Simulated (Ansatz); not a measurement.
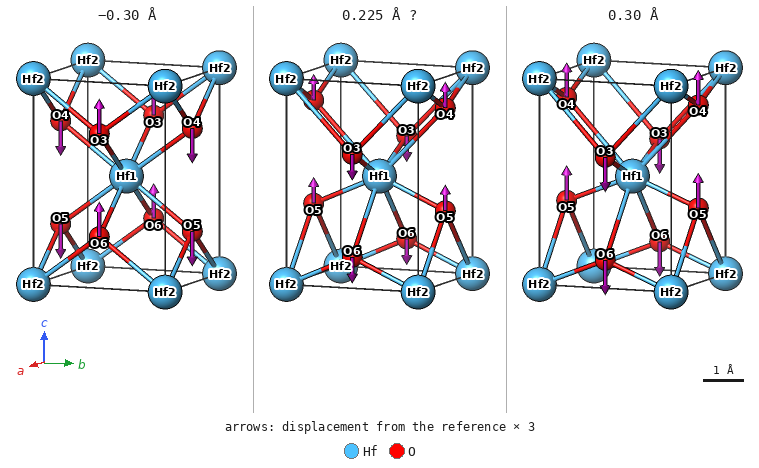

Crystalline HfO2 (P4_2/nmc): a normal mode at the zone centre is frozen in with the cell fixed, the amplitude being the largest displacement of an atom. A ball-and-stick model of the cell of the calculation, seen slightly off an axis. Purple arrows: displacements from the reference.

Computed with Ansatz 0.2.0, DFT PBE, scalar-relativistic, plane waves, PAW. Settings: plane-wave cutoff 420 eV; k-point mesh 6 × 6 × 4; occupations gaussian; smearing width 0.05 eV; no spin polarisation. Energies (free energies at the smearing named) are counted from the relaxed crystal.

| largest displacement (Å) | ΔE (meV/cell) |
| --- | --- |
| −0.3000 | 335 |
| −0.2250 | 288 |
| −0.1500 | 174 |
| −0.0750 | 54 |
| 0.0000 | 0 |
| 0.0750 | 72 |
| 0.1500 | 313 |
| 0.2250 | ? |
| 0.2625 | 1054 |
| 0.3000 | 1408 |

Question: Fill in the missing row.

Answer: A straight line between the two neighbours gives 807 meV/cell. A cubic through the four nearest rows (0.0750, 0.1500, 0.2625, 0.3000) gives, with Lagrange weights, (−0.0667)(72) + (0.3333)(313) + (1.0667)(1054) + (−0.3333)(1408) = 755 meV/cell. The calculation gives 754 meV/cell, so the cubic is 1 meV/cell too high and the straight line 53 meV/cell too high, as the curve bends upwards here.

The whole profile:

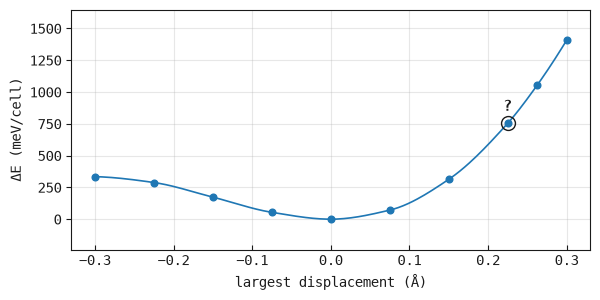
